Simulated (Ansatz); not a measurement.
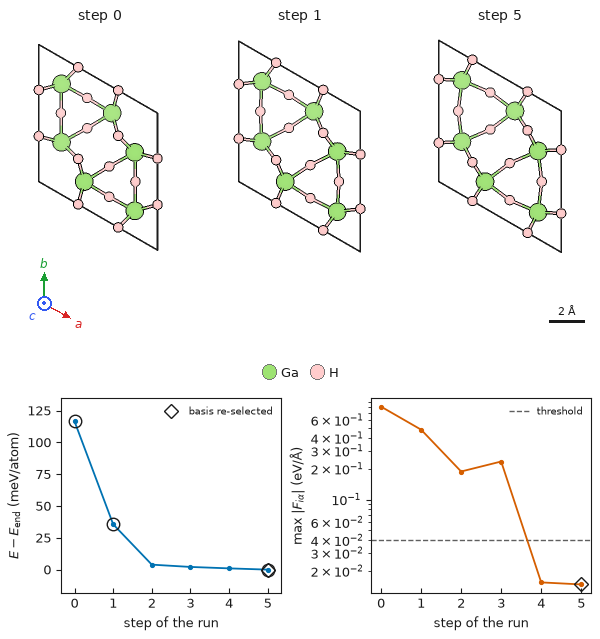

Frames of a relaxation of solid GaH3 (a generated structure, set up in P6_3/mmc) (coarse preliminary run), marked on the history of the run. Style: ball-and-stick. Shown: the cell of the calculation, along the c axis.

These are results of DFT PBE, scalar-relativistic, plane waves, PAW (Ansatz), not measurements.

Input
```yaml
crystal:
  lattice:
    - [7.89375765, 0.0, 0.0]
    - [-3.94687883, 6.83619466, 0.0]
    - [0.0, 0.0, 4.5861945]
  atoms:
    - { symbol: Ga, position: [0.19128802, 0.80871198, 0.25] }
    - { symbol: Ga, position: [0.19128802, 0.38257603, 0.25] }
    - { symbol: Ga, position: [0.61742397, 0.80871198, 0.25] }
    - { symbol: Ga, position: [0.80871198, 0.19128802, 0.75] }
    - { symbol: Ga, position: [0.80871198, 0.61742397, 0.75] }
    - { symbol: Ga, position: [0.38257603, 0.19128802, 0.75] }
    - { symbol: H, position: [0.18590667, 0.59295334, 0.25] }
    - { symbol: H, position: [0.40704666, 0.81409333, 0.25] }
    - { symbol: H, position: [0.0, 0.66872914, 0.0] }
    - { symbol: H, position: [0.0, 0.66872914, 0.5] }
    - { symbol: H, position: [0.33127086, 0.0, 0.0] }
    - { symbol: H, position: [0.33127086, 0.0, 0.5] }
    - { symbol: H, position: [0.40704666, 0.59295334, 0.25] }
    - { symbol: H, position: [0.0, 0.33127086, 0.0] }
    - { symbol: H, position: [0.0, 0.33127086, 0.5] }
    - { symbol: H, position: [0.33127086, 0.33127086, 0.0] }
    - { symbol: H, position: [0.33127086, 0.33127086, 0.5] }
    - { symbol: H, position: [0.66872914, 0.0, 0.0] }
    - { symbol: H, position: [0.66872914, 0.0, 0.5] }
    - { symbol: H, position: [0.66872914, 0.66872914, 0.0] }
    - { symbol: H, position: [0.66872914, 0.66872914, 0.5] }
    - { symbol: H, position: [0.81409333, 0.40704666, 0.75] }
    - { symbol: H, position: [0.59295334, 0.18590667, 0.75] }
    - { symbol: H, position: [0.59295334, 0.40704666, 0.75] }
basis:
  ecutwfc: 420
kpoints:
  mp_grid: { grid: [3, 3, 4] }
hamiltonian:
  xc: pbe
scf:
  occupations: { method: gaussian, width: 0.1 }
  lower_state_search: "off"
output:
  forces: true
  stress: true
  eigenvalues: true
relax:
  adjacent_minimum: "off"
  f_tol: 0.04
  max_steps: 70
  cell: { stress_tol: 0.4 }
```

Run as
```bash
ansatz run input.yaml --threads 1 --pin off --max-ram 2560MiB --backend cpu --events-out ev --progress --plain --runs-dir out
```

### Describe the path.

After 4 accepted moves (5 points after the start) the energy has fallen by 116 meV per atom. Largest force component: 0.81 eV/Å at the start, 0.015 eV/Å at the end. The pressure goes from 4.17 to −0.06 GPa. At 1 point the geometry stayed and the basis and grid were re-selected for the new cell (energy shift of 1.0 meV per atom at most each time). The largest moves relative to the cell, 0.46 Å, are those of 12 atoms (H9, H10, H11, H12 and others). H16 goes along [−1 −1 0]. Largest moves by element: H 0.46 Å, Ga 0.03 Å. The volume changes by +7.6 %, with a = b 7.894 → 8.136 Å (+3.1 %), c 4.586 → 4.643 Å (+1.2 %). Among the contacts that change: Ga1–H7 1.682 → 1.776 Å, Ga1–H10 1.774 → 1.767 Å. Among the angles between lasting bonds that change: H14–Ga2–H17 157.2° → 131.5°, Ga3–H19–Ga4 157.2° → 175.5°, H14–Ga2–H16 95.0° → 78.4°. The space group stays P6_3/mmc (No. 194). The run took 84 s on 1 thread of Arm Neoverse V1, with other jobs on the host, peak memory 0.54 GiB. From step 0 to 1: H atoms move most (0.20 Å), volume +6.9 %, energy −80.9 meV per atom. From step 1 to 5: H atoms move most (0.26 Å), volume +0.7 %, energy −35.6 meV per atom.

```tsv
step	E − E(0), meV/atom	largest force component, eV/Å	pressure, GPa	volume, Å³/atom	note
0	0.00	0.8125	4.17	10.312	
1	-80.86	0.4836	0.69	11.019	
2	-112.56	0.1883	-0.81	11.292	
3	-114.36	0.2358	0.91	10.913	
4	-115.49	0.0155	-0.11	11.092	
5	-116.47	0.0148	-0.06	11.092	same geometry, new basis
```
